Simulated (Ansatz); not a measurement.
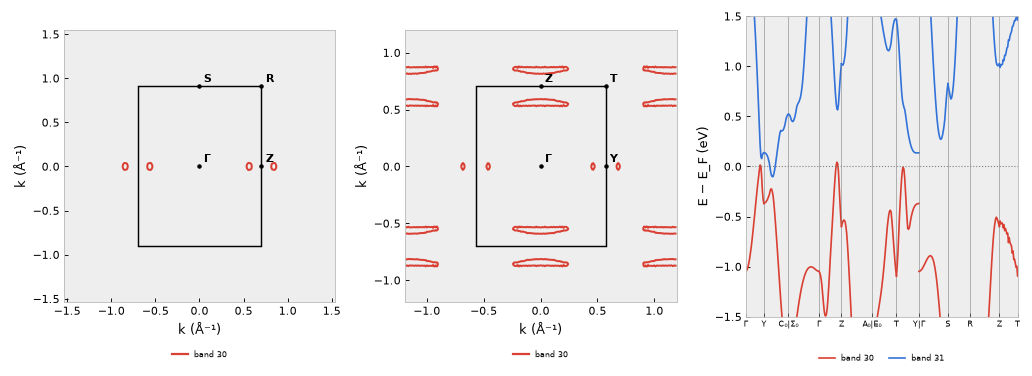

As (space group Cmce, No. 64): cuts through the Fermi surface in the plane through Γ, Z and S and the plane through Γ, Y and T, and the bands that cross the Fermi level.

These are results of DFT PBEsol, scalar-relativistic, plane waves, PAW; levels and slopes on a dense k mesh at the converged density in Ansatz, not measurements. No spin polarisation. Mesh 20×20×16, interpolated with the band slopes. The geometry was not relaxed.

Question: Give each band's level at the labelled points, in eV from the Fermi level.

Answer:
```
   band      Γ      Y      T      Z      S      R
band 30  −1.05  −0.37  −1.09  −0.60  below  below
band 31  above  +0.14  +1.46  +1.02  +0.83  above
```

Negative values are filled states; "above" and "below" lie outside the plotted window.

Semilocal functionals overstate band overlaps, so a small overlap like this can be a small gap in truth. Band 30 ends within 0.03 eV of the Fermi level, so pockets and density of states there aren't settled.
